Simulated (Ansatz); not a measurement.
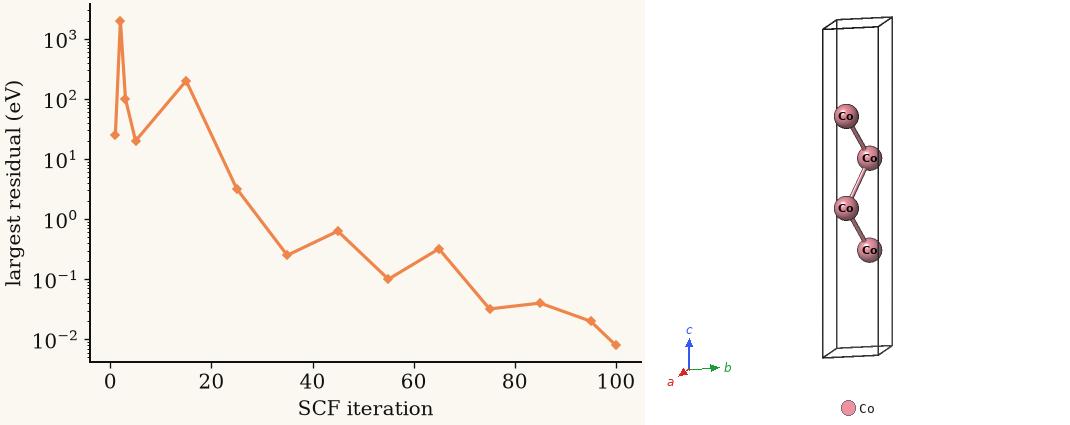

Beside the plot: the structure.

Convergence history. SCF iterations of a calculation: largest residual. The run: Co (slab, 4 atoms in the cell), by DFT, PBE, PAW (an earlier, harder data set), plane waves, scalar-relativistic (Ansatz); cutoff 900 eV, 4×4×1 k-mesh, Gaussian smearing of 0.1 eV, non-collinear spins. Setting under test: default search for lower states. Only some iterations were kept.

The run gave up at step 100 without converging. The residual first shoots up to about 2 × 10³ before step 2. It is still falling at the last step (down to 8 × 10⁻³). The residual starts near 20 and ends near 8 × 10⁻³ eV.
